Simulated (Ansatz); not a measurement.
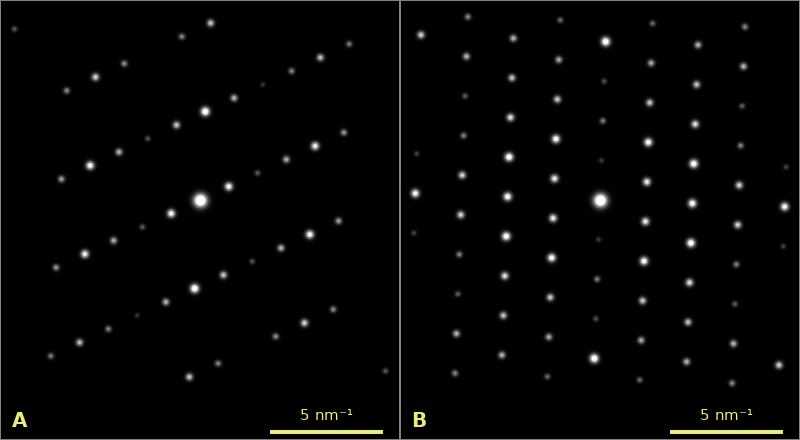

Kinematic electron diffraction patterns (300 kV, B = 0.5 Å², same scale, each along a low-index zone) of two structures of composition WSe2, each relaxed at zero pressure with DFT PBE, scalar-relativistic, plane waves, PAW in Ansatz 0.2.0.

The structures (standard cells):
1. R-3m (No. 166), a = 3.297 Å, c = 20.970 Å (hexagonal axes), 9 atoms; generated start, possibly hypothetical
2. Fmmm (No. 69), a = 6.784 Å, b = 6.820 Å, c = 11.215 Å, 24 atoms; generated start, possibly hypothetical

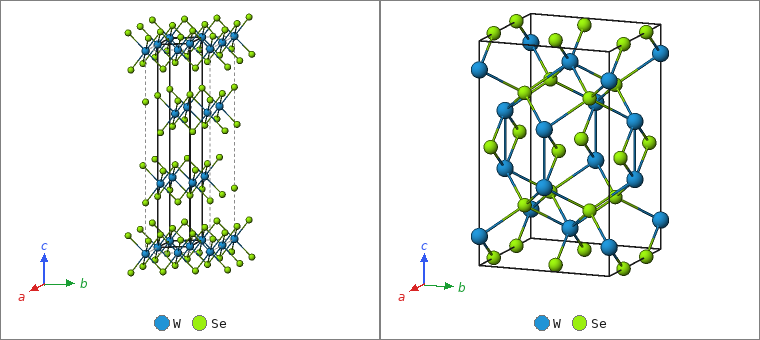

Drawings of the structures 1 to 2, from left to right (each may span several cells).

> Which pattern belongs to which structure, and along which zone?

A is structure 1 along [100] or an equivalent direction: oblique net of 0 0 3 at d = 6.99 Å and 0 -1 1 at d = 2.83 Å, 82.2° apart (some points of this net are extinct or too weak to see). B is structure 2 along [110] or an equivalent direction: centred rectangular net of 0 0 2 (weak) at d = 5.61 Å and 1 -1 1 at d = 4.42 Å, 66.8° apart (some points of this net are extinct or too weak to see).

> Which structure lies lowest at this level of theory, and by how much?

Structure 1 (R-3m, 21.93 Å³ an atom) is the lowest of these; structure 2 (Fmmm, 21.62 Å³ an atom) lies about 460 meV an atom higher. These are static energies at 0 K; other structures, not shown, may lie lower still.
